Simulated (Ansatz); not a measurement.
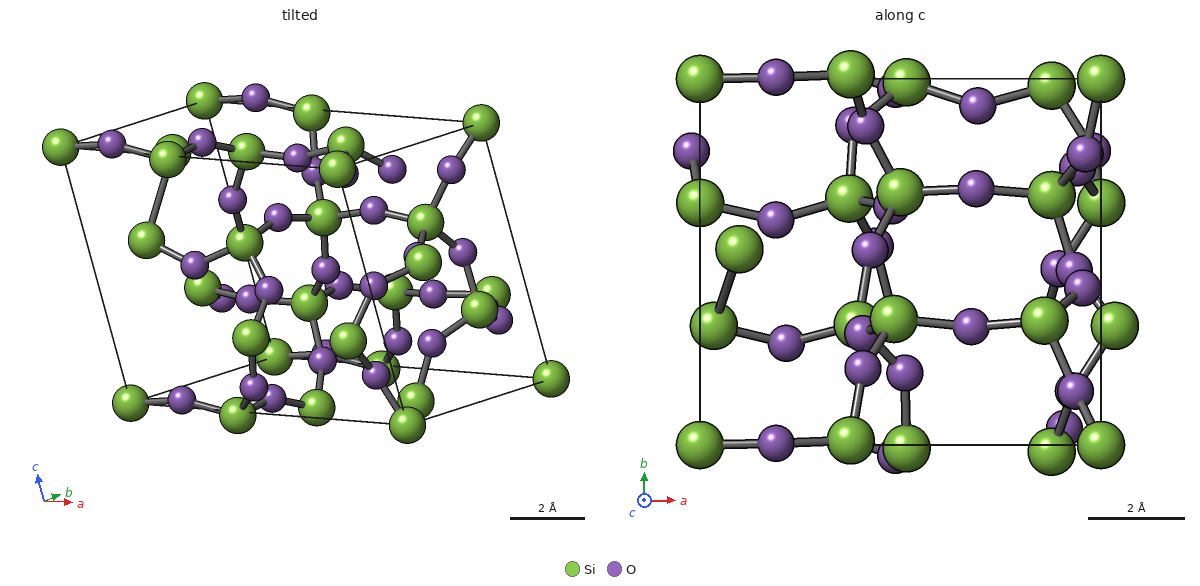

Structure drawing (ball-and-stick), viewed slightly off an axis and along the c axis. The parallelepiped is the simulation cell.

Explain the picture.

- Composition: Si₁₃O₂₄.
- No point symmetry survives, so the space group is P1.
- The cell has 37 atoms, namely 13 Si, 24 O.
- Each O has two Si at about 1.6 to 1.7 Å.
- The bonds build a three-dimensional framework.

The structure comes from a structure listed in the Materials Project, repeated into a supercell with a point defect put in. The atoms were relaxed in a fixed cell with DFT PBE, scalar-relativistic, plane waves, PAW in Ansatz 0.2.0.
